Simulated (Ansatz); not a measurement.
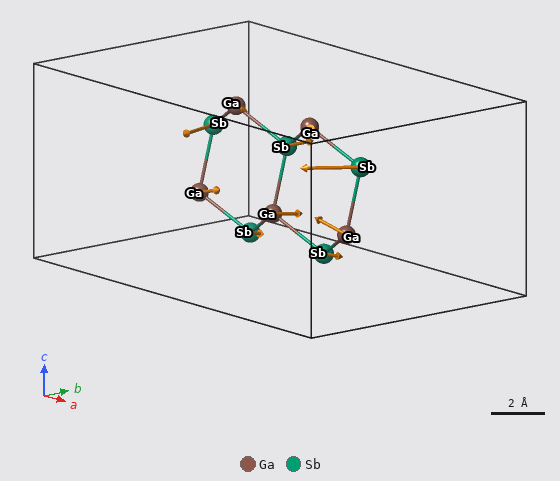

A relaxation of a wire of composition GaSb. The starting structure is drawn; orange arrows show the displacements (the part carried along by the change of the cell is left out), at their true length.

A ball-and-stick model of the cell of the calculation, with the vacuum cut short, seen from a free direction.

Case: armchair ribbon, 5 formula units a period.

Theory: DFT PBE, scalar-relativistic, plane waves, PAW in Ansatz. Set-up: plane-wave cutoff 420 eV; k-point mesh 1 × 1 × 5; occupations gaussian; smearing width 0.05 eV; no spin polarisation; cell relaxed at fixed a, b, alpha, beta, gamma; force threshold 0.02 eV/Å; at most 45 steps.

### Which element moves most?

Antimony: up to 2.42 Å, against 1.64 Å for gallium.

### What happened in the run?

Over 20 accepted moves (23 points after the start) the energy falls by 2.369 eV per cell of the calculation. Largest force component: 0.64 eV/Å at the start, 0.0075 eV/Å at the end. The line search rejected the trial steps at points 18, 21 of the run. The SCF was repeated once at an unchanged geometry on a basis and grid sized afresh for the cell, which shifted the energy by 4.4 meV per cell of the calculation at most. The largest moves relative to the centre of the atoms, 2.42 Å, are those of Sb atoms. By element the largest moves are Sb 2.42 Å, Ga 1.64 Å. Along the periodic axis the drawn cell goes c 7.579 → 7.035 Å (−7.2 %). Near-neighbour distances that change, for instance: Ga–Sb 2.621 → 2.487 Å, Ga–Sb 2.621 → 2.683 Å, Ga–Sb 2.621 → 2.584 Å, Ga–Sb 2.621 → 2.636 Å. Bond angles that change, for instance: Sb–Ga–Sb 113.2° → 166.4°, Ga–Sb–Ga 113.2° → 74.1°, Ga–Sb–Ga 113.2° → 80.7°. Cost: 4.7 min on 4 threads of Arm Neoverse V2, on a shared host, peak memory 1.9 GiB.
